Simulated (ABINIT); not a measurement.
**Phonon calculation of HgTe (part 2 of 2)**

Continued. System: HgTe (F-43m, 2 atoms in the cell). Method: Kohn-Sham DFT of a periodic cell, PBE, spin-orbit coupling, PseudoDojo NC FR PBE v0.4 standard, no spin polarisation (ABINIT 10.8.3); cutoff 925.19 eV, 4×4×4 k-mesh, fermi-dirac of 0.05 eV. The structure derives from an entry of the Crystallography Open Database.

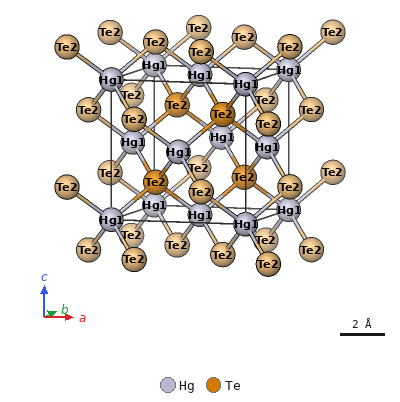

**Figure 1.** The input geometry (ball-and-stick view of the cell 4 times as large as that of the calculation, set on its symmetry axes, seen slightly off an axis; neighbours outside the cell are drawn fainter; atoms are numbered from 1 in the order of the input).

The program's output, continued:
```
 Cartesian components of stress tensor (hartree/bohr^3)
  sigma(1 1)= -1.33016673E-04  sigma(3 2)=  0.00000000E+00
  sigma(2 2)= -1.33016673E-04  sigma(3 1)=  0.00000000E+00
  sigma(3 3)= -1.33016673E-04  sigma(2 1)=  0.00000000E+00

-Cartesian components of stress tensor (GPa)         [Pressure=  3.9135E+00 GPa]
- sigma(1 1)= -3.91348563E+00  sigma(3 2)=  0.00000000E+00
- sigma(2 2)= -3.91348563E+00  sigma(3 1)=  0.00000000E+00
- sigma(3 3)= -3.91348563E+00  sigma(2 1)=  0.00000000E+00

================================================================================
== DATASET  2 ==================================================================

--- !DatasetInfo
iteration_state: {dtset: 2, }
dimensions: {natom: 2, nkpt: 128, mband: 48, nsppol: 1, nspinor: 2, nspden: 1, mpw: 4258, }
cutoff_energies: {ecut:  34.0, pawecutdg:  -1.0, }
electrons: {nelect:   3.60000000E+01, charge:   0.00000000E+00, occopt:   3.00000000E+00, tsmear:   1.83746611E-03, }
meta: {optdriver: 1, rfphon: 1, }
...

 mkfilename : getwfk/=0, take file _WFK from output of DATASET   1.

 Exchange-correlation functional for the present dataset will be:
  GGA: Perdew-Burke-Ernzerhof functional - ixc=11
  J.P.Perdew, K.Burke, M.Ernzerhof, PRL 77, 3865 (1996)

 Real(R)+Recip(G) space primitive vectors, cartesian coordinates (Bohr,Bohr^-1):
 R(1)=  0.0000000  6.0745246  6.0745246  G(1)= -0.0823110  0.0823110  0.0823110
 R(2)=  6.0745246  0.0000000  6.0745246  G(2)=  0.0823110 -0.0823110  0.0823110
 R(3)=  6.0745246  6.0745246  0.0000000  G(3)=  0.0823110  0.0823110 -0.0823110
 Unit cell volume ucvol=  4.4829809E+02 bohr^3
 Angles (23,13,12)=  6.00000000E+01  6.00000000E+01  6.00000000E+01 degrees
 setup1 : take into account q-point for computing boxcut.

 getcut: wavevector=  0.0000  0.0000  0.0000  ngfft=  48  48  48
         ecut(hartree)=     34.000   => boxcut(ratio)=   2.12868
--------------------------------------------------------------------------------

 ==>  initialize data related to q vector <==

 The list of irreducible perturbations for this q vector is:
    1)    idir= 1    ipert=   1
    2)    idir= 1    ipert=   2

================================================================================

 The perturbation idir=   2  ipert=   1 is
 symmetric of a previously calculated perturbation.
 So, its SCF calculation is not needed.

 The perturbation idir=   3  ipert=   1 is
 symmetric of a previously calculated perturbation.
 So, its SCF calculation is not needed.

 The perturbation idir=   2  ipert=   2 is
 symmetric of a previously calculated perturbation.
 So, its SCF calculation is not needed.

 The perturbation idir=   3  ipert=   2 is
 symmetric of a previously calculated perturbation.
 So, its SCF calculation is not needed.

--------------------------------------------------------------------------------
 Perturbation wavevector (in red.coord.)   0.000000  0.000000  0.000000
 Perturbation : displacement of atom   1   along direction   1
 Found     2 symmetries that leave the perturbation invariant.
 symkpt : the number of k-points, thanks to the symmetries,
 is reduced to    72 .

--------------------------------------------------------------------------------

--------------------------------------------------------------------------------

 dfpt_looppert : total number of electrons, from k and k+q
  fully or partially occupied states are    3.600000E+01 and    3.600000E+01.
 Initialisation of the first-order wave-functions :
  ireadwf=   0

--- !BeginCycle
iteration_state: {dtset: 2, }
solver: {iscf: 7, nstep: 80, nline: 4, wfoptalg: 0, }
tolerances: {tolvrs: 1.00E-09, }
...

     iter   2DEtotal(Ha)        deltaE(Ha) residm    vres2
-ETOT  1   5.9610872828800     -1.118E+04 1.482E+01 1.453E+03
 ETOT  2   3.2711139206024     -2.690E+00 3.163E-02 2.106E+01
 ETOT  3   3.2645227766609     -6.591E-03 1.452E-04 3.574E+00
 ETOT  4   3.2637148069991     -8.080E-04 5.610E-06 3.460E-01
 ETOT  5   3.2635965814336     -1.182E-04 2.096E-07 2.449E-02
 ETOT  6   3.2635939239719     -2.657E-06 1.676E-08 1.879E-03
 ETOT  7   3.2635937482194     -1.758E-07 1.959E-09 1.681E-04
 ETOT  8   3.2635937265388     -2.168E-08 1.839E-10 1.459E-05
 ETOT  9   3.2635937236048     -2.934E-09 1.660E-11 4.413E-07
 ETOT 10   3.2635937237940      1.892E-10 7.913E-13 2.017E-08
 ETOT 11   3.2635937234156     -3.783E-10 2.158E-14 6.586E-09
 ETOT 12   3.2635937239322      5.166E-10 1.725E-15 1.937E-10

 At SCF step   12       vres2   =  1.94E-10 < tolvrs=  1.00E-09 =>converged.
================================================================================

 ----iterations are completed or convergence reached----

 Mean square residual over all n,k,spin=   20.017E-17; max=  17.252E-16

 2DEtotal=    0.3263593724E+01 Ha. Also 2DEtotal=    0.888069093720E+02 eV
    (2DErelax=   -1.1181641213E+04 Ha. 2DEnonrelax=    1.1184904807E+04 Ha)
    (  non-var. 2DEtotal :    3.2635917467E+00 Ha)

--------------------------------------------------------------------------------
 Perturbation wavevector (in red.coord.)   0.000000  0.000000  0.000000
 Perturbation : displacement of atom   2   along direction   1
 Found     2 symmetries that leave the perturbation invariant.
 symkpt : the number of k-points, thanks to the symmetries,
 is reduced to    72 .

--------------------------------------------------------------------------------

--------------------------------------------------------------------------------

 dfpt_looppert : total number of electrons, from k and k+q
  fully or partially occupied states are    3.600000E+01 and    3.600000E+01.
 Initialisation of the first-order wave-functions :
  ireadwf=   0

--- !BeginCycle
iteration_state: {dtset: 2, }
solver: {iscf: 7, nstep: 80, nline: 4, wfoptalg: 0, }
tolerances: {tolvrs: 1.00E-09, }
...

     iter   2DEtotal(Ha)        deltaE(Ha) residm    vres2
-ETOT  1   8.9858862586811     -3.505E+04 3.936E+01 1.155E+03
 ETOT  2   3.3850145009751     -5.601E+00 3.031E-02 4.004E+02
 ETOT  3   3.2665597885757     -1.185E-01 3.951E-04 7.482E+00
 ETOT  4   3.2627362851604     -3.824E-03 1.266E-05 6.172E-01
 ETOT  5   3.2625421766320     -1.941E-04 7.422E-07 9.791E-03
 ETOT  6   3.2625411125523     -1.064E-06 1.272E-08 1.042E-03
 ETOT  7   3.2625409449870     -1.676E-07 1.089E-09 8.904E-05
 ETOT  8   3.2625409279394     -1.705E-08 5.913E-11 1.129E-05
 ETOT  9   3.2625409270954     -8.440E-10 1.401E-11 2.127E-07
 ETOT 10   3.2625409268990     -1.965E-10 8.823E-13 2.257E-09
 ETOT 11   3.2625409270372      1.382E-10 8.049E-15 5.349E-10

 At SCF step   11       vres2   =  5.35E-10 < tolvrs=  1.00E-09 =>converged.
================================================================================

 ----iterations are completed or convergence reached----

 Mean square residual over all n,k,spin=   26.987E-17; max=  80.488E-16

 2DEtotal=    0.3262540927E+01 Ha. Also 2DEtotal=    0.887782613089E+02 eV
    (2DErelax=   -3.5058732418E+04 Ha. 2DEnonrelax=    3.5061994959E+04 Ha)
    (  non-var. 2DEtotal :    3.2625423677E+00 Ha)

================================================================================

 ---- first-order wavefunction calculations are completed ----

 ==> Compute Derivative Database <==

  Dynamical matrix, in cartesian coordinates,
   if specified in the inputs, asr has been imposed
     j1       j2             matrix element
  dir pert dir pert     real part    imaginary part

   1    1   1    1         0.0442155798        -0.0000000000
   1    1   1    2        -0.0442155798         0.0000000000

   2    1   2    1         0.0442155798        -0.0000000000
   2    1   2    2        -0.0442155798         0.0000000000

   3    1   3    1         0.0442155798        -0.0000000000
   3    1   3    2        -0.0442155798         0.0000000000

   1    2   1    1        -0.0442157171        -0.0000000000
   1    2   1    2         0.0442157171         0.0000000000

   2    2   2    1        -0.0442157171        -0.0000000000
   2    2   2    2         0.0442157171         0.0000000000

   3    2   3    1        -0.0442157171        -0.0000000000
   3    2   3    2         0.0442157171         0.0000000000

  Phonon wavevector (reduced coordinates) :  0.00000  0.00000  0.00000
 Phonon energies in Hartree :
   0.000000E+00  0.000000E+00  0.000000E+00  5.576873E-04  5.576873E-04
   5.576873E-04
 Phonon frequencies in cm-1    :
   0.000000E+00  0.000000E+00  0.000000E+00  1.223982E+02  1.223982E+02
   1.223982E+02

== END DATASET(S) ==============================================================
================================================================================

 -outvars: echo values of variables after computation  --------
            acell      8.5906751133E+00  8.5906751133E+00  8.5906751133E+00 Bohr
           etotal1    -2.7168260958E+02
           etotal2     3.2625409270E+00
            fcart1    -1.1016779786E-29 -1.1016779786E-29  3.3310066975E-29
                       1.1016779786E-29  1.1016779786E-29 -3.3310066975E-29
            fcart2     0.0000000000E+00  0.0000000000E+00  0.0000000000E+00
                       0.0000000000E+00  0.0000000000E+00  0.0000000000E+00
            rprim      0.0000000000E+00  7.0710678120E-01  7.0710678120E-01
                       7.0710678120E-01  0.0000000000E+00  7.0710678120E-01
                       7.0710678120E-01  7.0710678120E-01  0.0000000000E+00
           strten1    -1.3301667294E-04 -1.3301667294E-04 -1.3301667294E-04
                       0.0000000000E+00  0.0000000000E+00  0.0000000000E+00
           strten2     0.0000000000E+00  0.0000000000E+00  0.0000000000E+00
                       0.0000000000E+00  0.0000000000E+00  0.0000000000E+00
           xangst      0.0000000000E+00  0.0000000000E+00  0.0000000000E+00
                       4.8217499968E+00  4.8217499968E+00  4.8217499968E+00
             xred      0.0000000000E+00  0.0000000000E+00  0.0000000000E+00
                       7.5000000000E-01  7.5000000000E-01  7.5000000000E-01
 Calculation completed.
```

File anaddb.abo:
```
.Version 10.8.3 of ANADDB
================================================================================

 -outvars_anaddb: echo values of input variables ----------------------

 Miscellaneous information :
       eivec         1
         asr         2
      chneut         0
 First list of wavevector (reduced coord.) :
       nph1l         1
       qph1l
                     0.00000000E+00  0.00000000E+00  0.00000000E+00    1.000E+00

================================================================================

 read the DDB information and perform some checks

  ==== Info on the Cryst% object ====
 Real(R)+Recip(G) space primitive vectors, cartesian coordinates (Bohr,Bohr^-1):
 R(1)=  0.0000000  6.0745246  6.0745246  G(1)= -0.0823110  0.0823110  0.0823110
 R(2)=  6.0745246  0.0000000  6.0745246  G(2)=  0.0823110 -0.0823110  0.0823110
 R(3)=  6.0745246  6.0745246  0.0000000  G(3)=  0.0823110  0.0823110 -0.0823110
 Unit cell volume ucvol=  4.4829809E+02 bohr^3
 Angles (23,13,12)=  6.00000000E+01  6.00000000E+01  6.00000000E+01 degrees
 Time-reversal symmetry is present
 Reduced atomic positions [iatom, xred, symbol]:
    1)    0.0000000  0.0000000  0.0000000  Hg
    2)    0.7500000  0.7500000  0.7500000  Te

 DDB file with 3 blocks has been read.

================================================================================

 Treat the first list of vectors

  Phonon wavevector (reduced coordinates) :  0.00000  0.00000  0.00000
 Phonon energies in Hartree :
   0.000000E+00  0.000000E+00  0.000000E+00  5.576873E-04  5.576873E-04
   5.576873E-04
 Phonon frequencies in cm-1    :
   0.000000E+00  0.000000E+00  0.000000E+00  1.223982E+02  1.223982E+02
   1.223982E+02

 Eigendisplacements
 (will be given, for each mode : in cartesian coordinates
   for each atom the real part of the displacement vector,
   then the imaginary part of the displacement vector - absolute values smaller than 1.0d-7 are set to zero)
  Mode number    1   Energy    0.000000E+00
 Attention : low frequency mode.
   (Could be unstable or acoustic mode)
   1  0.00000000E+00  0.00000000E+00 -1.29287798E-03
      0.00000000E+00  0.00000000E+00  0.00000000E+00
   2  0.00000000E+00  0.00000000E+00 -1.29287597E-03
      0.00000000E+00  0.00000000E+00  0.00000000E+00
  Mode number    2   Energy    0.000000E+00
 Attention : low frequency mode.
   (Could be unstable or acoustic mode)
   1  0.00000000E+00 -1.29287798E-03  0.00000000E+00
      0.00000000E+00  0.00000000E+00  0.00000000E+00
   2  0.00000000E+00 -1.29287597E-03  0.00000000E+00
      0.00000000E+00  0.00000000E+00  0.00000000E+00
  Mode number    3   Energy    0.000000E+00
 Attention : low frequency mode.
   (Could be unstable or acoustic mode)
   1  1.29287798E-03  0.00000000E+00  0.00000000E+00
      0.00000000E+00  0.00000000E+00  0.00000000E+00
   2  1.29287597E-03  0.00000000E+00  0.00000000E+00
      0.00000000E+00  0.00000000E+00  0.00000000E+00
  Mode number    4   Energy    5.576873E-04
   1  0.00000000E+00  0.00000000E+00  1.03116357E-03
      0.00000000E+00  0.00000000E+00  0.00000000E+00
   2  0.00000000E+00  0.00000000E+00 -1.62101428E-03
      0.00000000E+00  0.00000000E+00  0.00000000E+00
  Mode number    5   Energy    5.576873E-04
   1  0.00000000E+00 -1.03116357E-03  0.00000000E+00
      0.00000000E+00  0.00000000E+00  0.00000000E+00
   2  0.00000000E+00  1.62101428E-03  0.00000000E+00
      0.00000000E+00  0.00000000E+00  0.00000000E+00
  Mode number    6   Energy    5.576873E-04
   1  1.03116357E-03  0.00000000E+00  0.00000000E+00
      0.00000000E+00  0.00000000E+00  0.00000000E+00
   2 -1.62101428E-03  0.00000000E+00  0.00000000E+00
      0.00000000E+00  0.00000000E+00  0.00000000E+00

 Analysis of degeneracies and characters (maximum tolerance=1.00E-06 a.u.)
 For each vibration mode, or group of modes if degenerate,
 the characters are given for each symmetry operation (see the list in the log file).
 Symmetry characters of vibration mode #   1
       degenerate with vibration modes #   2 to    3
  3.0 -1.0 -1.0 -1.0  1.0 -1.0  1.0 -1.0 -0.0  0.0 -0.0  0.0  1.0 -1.0 -1.0  1.0
 -0.0 -0.0  0.0 -0.0  1.0  1.0 -1.0 -1.0
 Symmetry characters of vibration mode #   4
       degenerate with vibration modes #   5 to    6
  3.0 -1.0 -1.0 -1.0  1.0 -1.0  1.0 -1.0  0.0 -0.0  0.0 -0.0  1.0 -1.0 -1.0  1.0
  0.0  0.0 -0.0 -0.0  1.0  1.0 -1.0 -1.0

================================================================================

 anaddb : the run completed successfully.
```

This output came from the following input.

Input file:
```
# Datasets
ndtset 2

# Pseudopotentials
pp_dirpath "./"
pseudos "Hg.upf, Te.upf"

# Structure
acell 8.5906751133 8.5906751133 8.5906751133
rprim
     0.0000000000     0.7071067812     0.7071067812
     0.7071067812     0.0000000000     0.7071067812
     0.7071067812     0.7071067812     0.0000000000
ntypat 2
znucl 80 52
natom 2
typat 1 2
xred
            0.0            0.0            0.0
            3/4            3/4            3/4

# Plane-wave basis
ecut 34.0

# k points
ngkpt 4 4 4
nshiftk 4
shiftk
     0.5000000000     0.5000000000     0.5000000000
     0.5000000000     0.0000000000     0.0000000000
     0.0000000000     0.5000000000     0.0000000000
     0.0000000000     0.0000000000     0.5000000000

# Exchange and correlation
ixc 11

# Bands and occupations
nband 48
occopt 3
tsmear 0.05 eV

# Spin
nspinor 2
nspden 1
so_psp 2*1

# SCF cycle
nstep 80

# Output
prteig 0
prtebands 0
prtwf 0
prtden 0
prtpot 0

# Dataset 1: ground state
kptopt1 1
tolvrs1 1.0e-15
prtwf1 1
tolwfr1 1.0e-14
nbdbuf1 4
nline1 6

# Dataset 2: response at q = 0 to atomic displacements
rfphon2 1
rfatpol2 1 2
rfdir2 1 1 1
getwfk2 1
kptopt2 2
nqpt2 1
qpt2 0.0 0.0 0.0
tolvrs2 1.0e-9
```

File mrgddb.in:
```
merged_DDB
HgTe
2
runo_DS1_DDB
runo_DS2_DDB
```

File anaddb.abi:
```
ddb_filepath "merged_DDB"
output_file "anaddb.abo"
outdata_prefix "ana"
asr 2
chneut 0
dipdip 0
dieflag 0
enunit 0
eivec 1
nph1l 1
qph1l 0.0 0.0 0.0 1.0
```

Launch command:
```bash
mpirun --bind-to none -np 4 abinit run.abi > log 2>&1
mrgddb < mrgddb.in > mrgddb.log 2>&1
anaddb anaddb.abi > anaddb.log 2>&1
```

Summary:

- outcome: converged
- space group (tolerance 0.01 Å): F-43m (216)
- electrons treated: 36
- free energy: −7392.8604 eV
- Fermi energy of the self-consistent step: 5.463 eV
- gap on the k-point mesh: 0.60 eV
- pressure: 3.91 GPa
- largest force (length of the vector): under 0.001 eV/Å
- hardware: 4 threads of Arm Neoverse V2, 24 GiB of memory available, shared host
- wall time: 16 min (CPU time 63 min)
- peak memory: 1.8 GiB

Remarks:

Points of doubt noted for this run: cutoff too low for stress; k mesh coarse for metal response.
